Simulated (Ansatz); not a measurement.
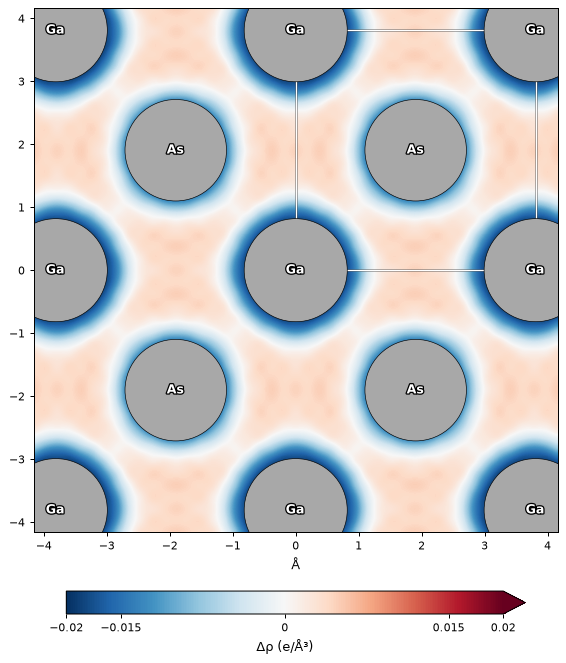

GaAs. Difference of the valence pseudo-densities of two functionals at the same geometry, on the (001) plane of the calculation cell: one of B3LYP and r2SCAN0 less the other.

Space group P4/mmm; a generated structure, not necessarily the stable one.

Both computed with Ansatz (plane waves, PAW), on the same k-point mesh. Grey discs cover the atomic cores.

```xyz
2
Lattice="3.8101 0.0000 0.0000 0.0000 3.8101 0.0000 0.0000 0.0000 2.7389" Properties=species:S:1:pos:R:3 pbc="T T T"
Ga    1.9051    1.9051    1.3695
As    0.0000    0.0000    1.3695
```

Question: Which was subtracted from which, and what does the map show?

Answer: It is r2SCAN0 less B3LYP. Against B3LYP, r2SCAN0 gives less density around Ga (−0.011 e/Å³ on average at 1.0 Å from the nucleus), less density around As (−0.006 e/Å³ on average at 1.0 Å from the nucleus) and more density in the space between the atoms (+0.004 e/Å³ on average).
